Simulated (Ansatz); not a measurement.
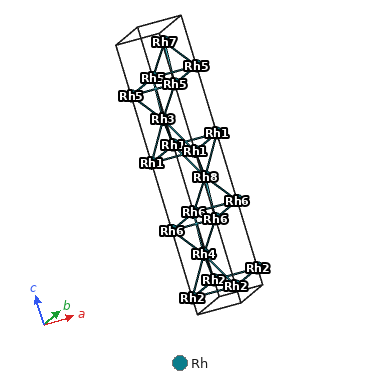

Three computed energy maps of cells of Rh. The picture above is the structure of the first map.

Map 1

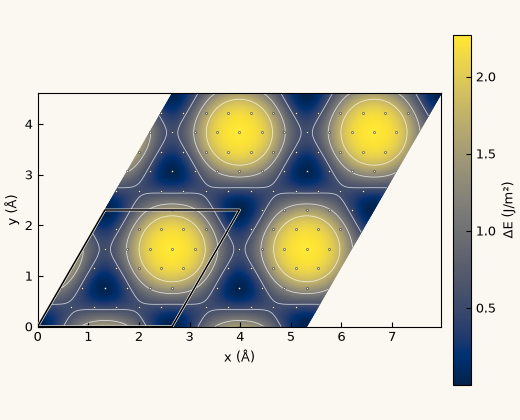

Rh (P6_3/mmc, No. 194; 8 atoms in the cell). 
- Gamma surface: rigid slide across a plane, one fault a cell; the plane is (0 0 1) of the conventional cell.
- Places are given modulo a cell vector. The map is drawn in real space over the plane of the slide.
- Nothing is relaxed (rigid halves, spacing across the cut fixed).
- Grid: 6 × 6 points; 10 points were computed and 26 follow by symmetry.
- All energies are given in J/m² relative to the lowest grid point.
- These are results of DFT LDA, scalar-relativistic, plane waves, PAW (Ansatz 0.2.0), not measurements. Settings: cutoff 420 eV, k-mesh 17×17×3 in the order of the run's cell vectors, gaussian smearing 0.15 eV, no spin polarisation.

The picture shows a smooth colour map with a few white contour lines, dots at the grid points, the outline of one cell of the 2 × 2 shown. Between grid points the surface is interpolated.

Map 2

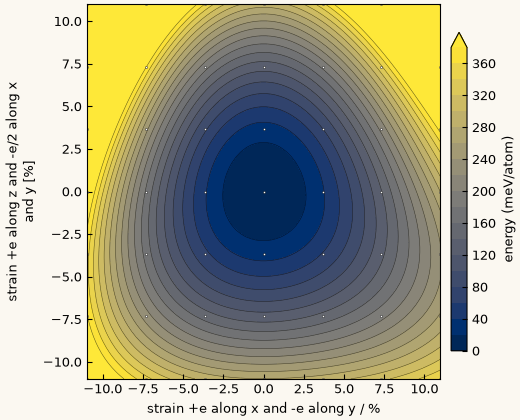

Rh (P6_3/mmc, No. 194; 4 atoms in the cell). 
- The energy is mapped over two homogeneous strains (x along [1 0 0], y along [1 2 0], z along [0 0 1] of the conventional cell).
- The first coordinate is: strain +e along x and -e along y; the second: strain +e along z and -e/2 along x and y.
- Nothing is relaxed (fractional coordinates fixed).
- Grid: 7 × 7 points.
- Points are written as (first, second).
- Energies are in meV/atom, from the lowest grid point.
- Method: DFT LDA, scalar-relativistic, plane waves, PAW in Ansatz 0.2.0. Settings: cutoff 420 eV, k-mesh 18×18×6 in the order of the run's cell vectors, gaussian smearing 0.15 eV, no spin polarisation.

Drawn: filled contours, dots at the grid points, one colour for all values above the top of the scale. Between grid points the surface is interpolated.

Map 3

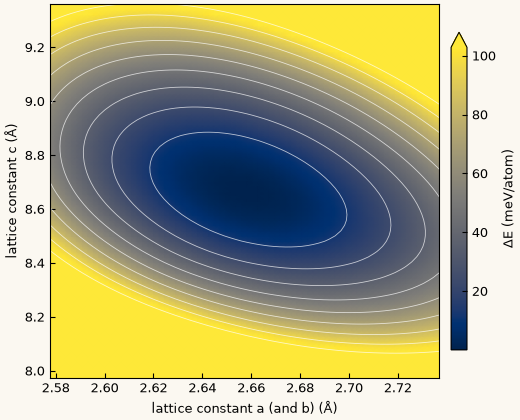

Rh (P6_3/mmc, No. 194; 4 atoms in the cell). The energy is mapped over the lattice constants a and c of the conventional cell. Coordinates scanned: (1) lattice constant a (and b); (2) lattice constant c. Nothing is relaxed (symmetry fixes all fractional coordinates). The scan uses a 7 × 7 grid. Points are written as (first, second). Energies: meV/atom, counted from the lowest grid point. The calculation used DFT LDA, scalar-relativistic, plane waves, PAW (Ansatz). Settings: cutoff 420 eV, k-mesh 18×18×6 in the order of the run's cell vectors, gaussian smearing 0.15 eV, no spin polarisation.

In the figure: a smooth colour map with a few white contour lines, one colour for all values above the top of the scale. Between grid points the surface is interpolated.

> What does each map show?

Map 1: The lowest grid point is at (0/6, 0/6) of the cell vectors. There is a further well near (2/6, 2/6) of the cell vectors (0.019 J/m² above the lowest at that grid point). These are metastable stacking faults of the rigid slide. The highest grid point, (4/6, 4/6) of the cell vectors, lies 2.27 J/m² above the lowest. On the interpolated surface the easiest way out of the lowest well to the well at (2/6, 2/6) of the cell vectors passes a barrier of about 0.55 J/m².
Map 2: The lowest grid point is at (0.0 %, 0.0 %). It is the only kind of minimum in the scanned range. The highest grid point, (−11.0 %, 11.0 %), lies 964 meV/atom above the lowest. Round the minimum the two coordinates are nearly uncoupled.
Map 3: The lowest grid point is at (2.657 Å, 8.667 Å). No other kind of well shows on this grid. The highest grid point, (2.578 Å, 7.973 Å), lies 361 meV/atom above the lowest. Round the minimum the valley is somewhat tilted: raising lattice constant a (and b) shifts the best value of lattice constant c downwards (coupling k₁₂/√(k₁₁k₂₂) about 0.4).

> Maps 1, 2, 3 start from a relaxed reference structure. Do they show a way to lower its energy?

No. In each of them the reference is the lowest point, within the accuracy of the grid, so it is stable against the distortions scanned (other distortions weren't tried).

PAW datasets: the set soft_1.
